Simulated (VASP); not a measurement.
# ZnS: structure and properties in VASP, part 3 of 3

Aim: relax ZnS with PBE + D3(BJ), compute its properties on that cell and hold them against experiment. The start is a cell from a database of measured crystal structures.

VASP 6.6.1; PBE with D3(BJ); plane waves and PAW (Zn, S).

So far, gap on the k-mesh (eV): step 2 (full relaxation (PBE + D3(BJ))) 2.18; step 6 (total and projected DOS (PBE + D3(BJ))) 2.18. The relaxed cell has a = 5.375 Å (conventional setting).

The database entry behind the starting cell differs from later determinations by our own check (about 0.1 % short), so it need not match the best structure at ambient conditions.

**7. Field gradients at the nuclei (PBE + D3(BJ))**

Field gradients probe how far the charge around each nucleus departs from cubic symmetry; LASPH keeps the non-spherical terms inside the spheres.

INCAR

```
SYSTEM = ZnS
PREC = Accurate
ENCUT = 400
EDIFF = 1E-07
NELM = 100
ISMEAR = 0
SIGMA = 0.05
LREAL = .FALSE.
ALGO = Normal
GGA = PE
IVDW = 12
NBANDS = 15
LORBIT = 11
LWAVE = .FALSE.
LCHARG = .FALSE.
KPAR = 2
LEFG = .TRUE.
LASPH = .TRUE.
```

POSCAR

```
ZnS
1.0
    0.0000000000      2.6874314107      2.6874314107
    2.6874314107      0.0000000000      2.6874314107
    2.6874314107      2.6874314107      0.0000000000
Zn S
1 1
Direct
    0.2500000000      0.2500000000      0.2500000000
    0.0000000000      0.0000000000      0.0000000000
```

KPOINTS

```
Automatic mesh
0
Gamma
7 7 7
0 0 0
```

The projector-augmented-wave data sets are Zn and S (PBE family, release 64).

Run with:

```
$ mpirun -np 2 vasp_std
```

Output:

```text
[... set-up lines as in an earlier step ...]
 entering main loop
       N       E                     dE             d eps       ncg     rms          rms(c)
DAV:   1     0.706883452979E+02    0.70688E+02   -0.74234E+03   600   0.116E+03
DAV:   2    -0.312784031184E+01   -0.73816E+02   -0.69701E+02   698   0.230E+02
DAV:   3    -0.722481696624E+01   -0.40970E+01   -0.40836E+01   719   0.549E+01
DAV:   4    -0.726337461785E+01   -0.38558E-01   -0.38550E-01   733   0.562E+00
DAV:   5    -0.726382847249E+01   -0.45385E-03   -0.45385E-03   747   0.578E-01    0.708E+00
DAV:   6    -0.685590701110E+01    0.40792E+00   -0.78596E-01   890   0.321E+01    0.549E+00
DAV:   7    -0.683568450084E+01    0.20223E-01   -0.27479E-01   684   0.492E+00    0.281E+00
DAV:   8    -0.683503222079E+01    0.65228E-03   -0.55156E-03   715   0.914E-01    0.760E-01
DAV:   9    -0.683527070057E+01   -0.23848E-03   -0.13188E-03   719   0.297E-01    0.925E-02
DAV:  10    -0.683543518218E+01   -0.16448E-03   -0.21147E-04   671   0.122E-01    0.381E-02
DAV:  11    -0.683543102140E+01    0.41608E-05   -0.27806E-05   747   0.586E-02    0.714E-03
DAV:  12    -0.683543164017E+01   -0.61877E-06   -0.33479E-06   704   0.205E-02    0.376E-03
DAV:  13    -0.683543174487E+01   -0.10470E-06   -0.65390E-07   642   0.752E-03    0.264E-03
DAV:  14    -0.683543172899E+01    0.15884E-07   -0.43101E-08   489   0.168E-03
ion   1
     0.0000000     0.0000000    -0.0000000    -0.0000000     0.0000000     0.0000000
     0.0000468     0.0000000    -0.0000000    -0.0000000     0.0000000     0.0000000
     0.0000645     0.0000000    -0.0000000    -0.0000000     0.0000000     0.0000000
     0.0000888     0.0000000    -0.0000000    -0.0000000     0.0000000     0.0000000
     0.0001223     0.0000000    -0.0000000    -0.0000000     0.0000000     0.0000000

     0.0000000     0.0000000    -0.0000000    -0.0000000     0.0000000     0.0000000
     0.0000468     0.0000000    -0.0000000    -0.0000000     0.0000000     0.0000000
     0.0000645     0.0000000    -0.0000000    -0.0000000     0.0000000     0.0000000
     0.0000888     0.0000000    -0.0000000    -0.0000000     0.0000000     0.0000000
     0.0001223     0.0000000    -0.0000000    -0.0000000     0.0000000     0.0000000

ion   2
     0.0000000    -0.0000000     0.0000000    -0.0000000    -0.0000000     0.0000000
     0.0000369    -0.0000000     0.0000000    -0.0000000    -0.0000000     0.0000000
     0.0000508    -0.0000000     0.0000000    -0.0000000    -0.0000000     0.0000000
     0.0000700    -0.0000000     0.0000000    -0.0000000    -0.0000000     0.0000000
     0.0000964    -0.0000000     0.0000000    -0.0000000    -0.0000000     0.0000000

     0.0000000    -0.0000000     0.0000000    -0.0000000    -0.0000000     0.0000000
     0.0000369    -0.0000000     0.0000000    -0.0000000    -0.0000000     0.0000000
     0.0000508    -0.0000000     0.0000000    -0.0000000    -0.0000000     0.0000000
     0.0000700    -0.0000000     0.0000000    -0.0000000    -0.0000000     0.0000000
     0.0000964    -0.0000000     0.0000000    -0.0000000    -0.0000000     0.0000000

   1 F= -.74629235E+01 E0= -.74629235E+01  d E =-.219062E-11
```

Elapsed: 14 s, on 2 MPI ranks of AMD EPYC 7R43, shared host; peak memory 0.26 GiB.

From OUTCAR (step 7):

```text
   NELECT =      18.0000    total number of electrons

 E-fermi :   2.4764

 k-point     1 :       0.0000    0.0000    0.0000
  band No.  band energies     occupation
    ...
      5      -3.6240      2.00000
      6      -3.6240      2.00000
      7       2.2611      2.00000
      8       2.2611      2.00000
      9       2.2611      2.00000
     10       4.4453      0.00000
     11       8.6442      0.00000
     12       8.6442      0.00000
     13       8.6442      0.00000
     14      14.0423      0.00000
    ...

 Edisp (eV)   -0.62749

  Total      -0.00529    -0.00529    -0.00529     0.00000     0.00000     0.00000
  in kB      -0.21835    -0.21835    -0.21835     0.00000     0.00000     0.00000
  external pressure =       -0.22 kB  Pullay stress =        0.00 kB

  FREE ENERGIE OF THE ION-ELECTRON SYSTEM (eV)
  ---------------------------------------------------
  free  energy   TOTEN  =        -7.4629235484 eV

  energy  without entropy=       -7.4629235484  energy(sigma->0) =       -7.46292355

 Electric field gradients after diagonalization (V/A^2)
 (convention: |V_zz| > |V_xx| > |V_yy|)
----------------------------------------------------------------------
 ion       V_xx      V_yy      V_zz     asymmetry (V_yy - V_xx)/ V_zz
----------------------------------------------------------------------
   1       0.002     0.002    -0.004       0.000
   2       0.000     0.000    -0.000       0.000
----------------------------------------------------------------------

[... 10 parts as in an earlier step ...]

[... 8 further parts left out ...]
```

Numbers from this step:

- SCF cycles: 14
- bands: 15
- irreducible k-points: 20
- free energy (TOTEN): -7.463 eV
- Fermi energy: 2.476 eV
- pressure: -0.02184 GPa
- gap on the k-mesh: 2.184 eV
- least direct gap on the k-mesh: 2.184 eV

Electric field gradients, by row:

```csv
atom,Vxx (V/Å²),Vyy (V/Å²),Vzz (V/Å²),asymmetry
Zn1,0.002,0.002,-0.004,-
S2,0,0,0,-
```

All gradients vanish within the noise.

The run ends at a pressure of -0.02 GPa.

**8. Vibrations at Γ (PBE + D3(BJ))**

Zone-centre modes test whether the atoms sit at a minimum within this cell. IBRION = 6 takes the force constants from differences of forces between displaced cells, so the forces must be tight.

Edit INCAR of step 7 so:

```diff
@@ -3,3 +3,3 @@
 ENCUT = 400
-EDIFF = 1E-07
+EDIFF = 1E-08
 NELM = 100
@@ -16,3 +16,6 @@
 KPAR = 2
-LEFG = .TRUE.
-LASPH = .TRUE.
+IBRION = 6
+NFREE = 2
+POTIM = 0.015
+ISIF = 2
+NSW = 1
```

POSCAR is that of step 7.

KPOINTS

```
Automatic mesh
0
Gamma
14 14 14
0 0 0
```

Run with:

```
$ mpirun -np 2 vasp_std
```

Output:

```text
[... set-up lines as in an earlier step ...]
 entering main loop
       N       E                     dE             d eps       ncg     rms          rms(c)
DAV:   1     0.742579234255E+02    0.74258E+02   -0.74163E+03  3120   0.120E+03
DAV:   2    -0.269542293587E+01   -0.76953E+02   -0.72746E+02  3596   0.238E+02
DAV:   3    -0.721965250070E+01   -0.45242E+01   -0.45057E+01  3855   0.581E+01
DAV:   4    -0.726374652027E+01   -0.44094E-01   -0.44084E-01  3827   0.604E+00
DAV:   5    -0.726426069788E+01   -0.51418E-03   -0.51417E-03  3925   0.616E-01    0.708E+00
DAV:   6    -0.685531035121E+01    0.40895E+00   -0.78621E-01  4673   0.321E+01    0.549E+00
DAV:   7    -0.683516952119E+01    0.20141E-01   -0.27412E-01  3568   0.493E+00    0.281E+00
DAV:   8    -0.683457181757E+01    0.59770E-03   -0.54600E-03  3847   0.919E-01    0.764E-01
DAV:   9    -0.683480678011E+01   -0.23496E-03   -0.13238E-03  3694   0.297E-01    0.927E-02
DAV:  10    -0.683496898760E+01   -0.16221E-03   -0.20686E-04  3682   0.120E-01    0.389E-02
DAV:  11    -0.683496532606E+01    0.36615E-05   -0.26875E-05  3799   0.554E-02    0.692E-03
DAV:  12    -0.683496589192E+01   -0.56586E-06   -0.32106E-06  3673   0.193E-02    0.347E-03
DAV:  13    -0.683496603381E+01   -0.14190E-06   -0.62399E-07  3484   0.711E-03    0.258E-03
DAV:  14    -0.683496601261E+01    0.21200E-07   -0.42931E-08  4002   0.164E-03    0.131E-03
DAV:  15    -0.683496600779E+01    0.48269E-08   -0.75732E-09  2778   0.215E-03
   1 F= -.74624578E+01 E0= -.74624578E+01  d E =-.989799E-18
 Found     2 degrees of freedom:
 Finite differences POTIM= 0.01500 DOF=   2
 bond charge predicted
       N       E                     dE             d eps       ncg     rms          rms(c)
DAV:   1    -0.683377489648E+01    0.11911E-02   -0.11110E+00 12847   0.782E+00    0.109E-01
DAV:   2    -0.683425349834E+01   -0.47860E-03   -0.47408E-03 15773   0.602E-01    0.510E-02
DAV:   3    -0.683425515744E+01   -0.16591E-05   -0.39568E-05 16027   0.102E-01    0.271E-02
DAV:   4    -0.683425598798E+01   -0.83054E-06   -0.56101E-06 15948   0.314E-02    0.450E-03
DAV:   5    -0.683425617250E+01   -0.18452E-06   -0.50935E-07 15563   0.622E-03    0.955E-04
DAV:   6    -0.683425619941E+01   -0.26908E-07   -0.41997E-08 16347   0.328E-03    0.439E-04
DAV:   7    -0.683425620699E+01   -0.75829E-08   -0.11031E-08 10837   0.196E-03
   2 F= -.74617497E+01 E0= -.74617497E+01  d E =-.551387E-18
[...]
3 F= -.74617493E+01 E0= -.74617493E+01  d E =-.551025E-18
[...]
4 F= -.74617578E+01 E0= -.74617578E+01  d E =-.551648E-18
 Finite differences progress:
  Degree of freedom:   2/  2
  Displacement:        1/  2
  Total:               3/  4
 bond charge predicted
       N       E                     dE             d eps       ncg     rms          rms(c)
DAV:   1    -0.683108948288E+01    0.31748E-02   -0.47331E-01 12882   0.342E+00    0.297E-01
DAV:   2    -0.683438821906E+01   -0.32987E-02   -0.34989E-02 14807   0.128E+00    0.112E-01
DAV:   3    -0.683427702379E+01    0.11120E-03   -0.32791E-04 15948   0.157E-01    0.573E-02
DAV:   4    -0.683426469712E+01    0.12327E-04   -0.12348E-04 15150   0.860E-02    0.157E-02
DAV:   5    -0.683426620563E+01   -0.15085E-05   -0.38780E-05 14590   0.490E-02    0.181E-02
DAV:   6    -0.683426470438E+01    0.15012E-05   -0.44141E-06 14877   0.170E-02    0.913E-03
DAV:   7    -0.683426484153E+01   -0.13714E-06   -0.91995E-07 15857   0.675E-03    0.325E-03
DAV:   8    -0.683426479589E+01    0.45637E-07   -0.17227E-07 15575   0.300E-03    0.270E-03
DAV:   9    -0.683426479754E+01   -0.16494E-08   -0.19215E-08 13377   0.116E-03
   5 F= -.74617583E+01 E0= -.74617583E+01  d E =-.551070E-18
 Finite differences progress:
  Degree of freedom:   2/  2
  Displacement:        2/  2
  Total:               4/  4
```

Wall time 5.7 min (2 MPI ranks); peak memory 0.71 GiB; 11 min of CPU time.

OUTCAR, selected parts (step 8):

```text
   k-points           NKPTS =    104   k-points in BZ     NKDIM =    104   number of bands    NBANDS=     15

   NELECT =      18.0000    total number of electrons

 Edisp (eV)   -0.62749

 E-fermi :   2.5501

 k-point     1 :       0.0000    0.0000    0.0000
  band No.  band energies     occupation
    ...
      5      -3.6252      2.00000
      6      -3.6252      2.00000
      7       2.2477      2.00000
      8       2.2613      2.00000
      9       2.2734      2.00000
     10       4.4447      0.00000
     11       8.6367      0.00000
     12       8.6436      0.00000
     13       8.6521      0.00000
     14      14.0414      0.00000
    ...

 Edisp (eV)   -0.62749

  Total      -0.00286    -0.00075    -0.00075     0.00000    -0.09758     0.00000
  in kB      -0.11799    -0.03088    -0.03088     0.00000    -4.02733     0.00000
  external pressure =       -0.06 kB  Pullay stress =        0.00 kB

 POSITION                                       TOTAL-FORCE (eV/Angst)
 -----------------------------------------------------------------------------------
      1.34372      1.34372      1.34372        -0.093331      0.000000      0.000000
     -0.01500      0.00000      0.00000         0.093331     -0.000000     -0.000000
 -----------------------------------------------------------------------------------
    total drift:                                0.000029     -0.000001     -0.000001

  FREE ENERGIE OF THE ION-ELECTRON SYSTEM (eV)
  ---------------------------------------------------
  free  energy   TOTEN  =        -7.4617583106 eV

  energy  without entropy=       -7.4617583106  energy(sigma->0) =       -7.46175831

 Eigenvectors and eigenvalues of the dynamical matrix
 ----------------------------------------------------

   1 f  =    8.416305 THz    52.881207 2PiTHz  280.737733 cm-1    34.807027 meV
             X         Y         Z           dx          dy          dz
      1.343716  1.343716  1.343716     0.008507   -0.091536   -0.567471
      0.000000  0.000000  0.000000    -0.012108    0.130289    0.807715

   2 f  =    8.416305 THz    52.881207 2PiTHz  280.737733 cm-1    34.807027 meV
             X         Y         Z           dx          dy          dz
      1.343716  1.343716  1.343716    -0.469671   -0.328292    0.045915
      0.000000  0.000000  0.000000     0.668510    0.467278   -0.065353

   3 f  =    8.416305 THz    52.881207 2PiTHz  280.737733 cm-1    34.807027 meV
             X         Y         Z           dx          dy          dz
      1.343716  1.343716  1.343716    -0.331378    0.462947   -0.079644
      0.000000  0.000000  0.000000     0.471670   -0.658940    0.113361

   4 f/i=    0.012927 THz     0.081225 2PiTHz    0.431209 cm-1     0.053463 meV
             X         Y         Z           dx          dy          dz
      1.343716  1.343716  1.343716    -0.669358   -0.316811    0.348017
      0.000000  0.000000  0.000000    -0.470267   -0.222580    0.244504

   5 f/i=    0.012927 THz     0.081225 2PiTHz    0.431209 cm-1     0.053463 meV
             X         Y         Z           dx          dy          dz
      1.343716  1.343716  1.343716     0.377457    0.000001    0.725983
      0.000000  0.000000  0.000000     0.265188    0.000000    0.510049

   6 f/i=    0.012927 THz     0.081225 2PiTHz    0.431209 cm-1     0.053463 meV
             X         Y         Z           dx          dy          dz
      1.343716  1.343716  1.343716     0.281088   -0.754424   -0.146145
      0.000000  0.000000  0.000000     0.197483   -0.530031   -0.102676

 ELASTIC MODULI CONTR FROM IONIC RELAXATION (kBar)
 Direction    XX          YY          ZZ          XY          YZ          ZX
 --------------------------------------------------------------------------------
 XX          -0.0000     -0.0000     -0.0000     -0.0000     -0.0000      0.0000
 YY          -0.0000     -0.0000     -0.0000     -0.0000     -0.0000     -0.0000
 ZZ          -0.0000     -0.0000     -0.0000     -0.0000     -0.0000      0.0000
 XY          -0.0000     -0.0000     -0.0000   -279.0570      0.0000      0.0000
 YZ          -0.0000     -0.0000     -0.0000      0.0000   -279.0570      0.0000
 ZX           0.0000     -0.0000      0.0000      0.0000      0.0000   -279.0570
 --------------------------------------------------------------------------------

[... 6 parts as in an earlier step ...]

[... 10 further parts left out ...]
```

The last energy, forces, stress and levels in OUTCAR belong to the last displaced cell, not to the cell of POSCAR.

This step gave:

```
irreducible k-points      : 104
pressure of the cell      : -0.01203 GPa
largest force of the cell : 0 eV/Å
```

Transverse limit, no LO-TO splitting. The modes at Γ (shares of kinetic energy by element, %):

```csv
mode,frequency (cm⁻¹),symmetry,Zn %,S %
1,-0.4,acoustic,67,33
2,-0.4,acoustic,67,33
3,-0.4,acoustic,67,33
4,280.7,T2,33,67
5,280.7,T2,33,67
6,280.7,T2,33,67
```

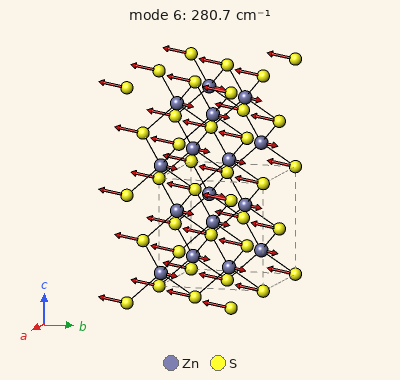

Displacement patterns of mode 6 at Γ; arrows are exaggerated. Bonds to atoms that aren't drawn are left out. 2×1×2 conventional cells are drawn. Some periodic images of atoms are drawn too.

The three acoustic modes lie within 0.4 cm⁻¹ of zero, and all others are real. By the characters of their eigenvectors the optical modes sort into (cm⁻¹) Raman active: T2 281; infrared active: T2 281.

**9. Results**

| Property | Result |
| --- | --- |
| relaxed volume | 19.41 Å³/atom |
| relaxed conventional cell a, b, c | 5.375, 5.375, 5.375 Å |
| space group after relaxing, within 0.02 Å | F-43m (No. 216) |
| band gap | 2.18 eV, direct |
| gap among the points of the DOS mesh alone, an upper bound | 2.18 eV |
| largest field gradient Vzz | zero within the noise on all sites |
| highest zone-centre mode | 281 cm⁻¹ |

In words: With PBE + D3(BJ), ZnS relaxes to 19.41 Å³/atom in space group F-43m (held by the symmetry of the run) and has a direct gap of 2.18 eV. Against the listed cell the volume lies -1.6 %. Band structure (PBE + D3(BJ)): On this path the gap is direct, 2.18 eV, with the valence top at Γ and the conduction bottom at Γ. Vibrations at Γ (PBE + D3(BJ)): The highest mode in this list at Γ, 280.7 cm⁻¹, has its largest share on S (67 % of the kinetic energy). Semilocal functionals usually underestimate gaps. Modes at Γ alone can't show that the crystal is stable at other wave vectors, and the LO-TO splitting is not included. No search among competing phases was made, and a listed structure need not be the one stable at ambient conditions. All values are for a static lattice at zero temperature.

Computed beside measured:

| quantity | measured | PBE with D3(BJ) |
| --- | --- | --- |
| lattice constant a (Å) | 5.411 | 5.375 (-0.7 %) |
| band gap (direct gap) (eV) | 3.85 | 2.18 (-1.67 eV) |

Measured values from pmc:11595366 (2024) and arxiv:0911.5022 (2009).

How well it matches: The lattice constant a is off by -0.7 %: good agreement. The band gap is off by -1.67 eV: a clear miss. Local and semilocal functionals usually give gaps below the measured ones. Zero-point and thermal motion shift the measured gap. The grades are ours: good and fair within 0.7 and 1.5 % for the lattice constant a. For lattice constants the calculation has a static lattice, without zero-point motion or thermal expansion.

[Lines on the potential files, build, host, timing and source positions are cut from VASP's logs without a mark.]

[Logs are printed without paths, hosts, clocks, repeated set-up lines and the standing remarks that a program may print on its own settings, such as how far it seeks lower states.]

[Hosts, paths, dates, database ids (printed as entryN), source tags and the programs' standing remarks are cut or masked in the printed files.]

[A measured line is paired with the nearest computed mode of its activity, which favours agreement.]
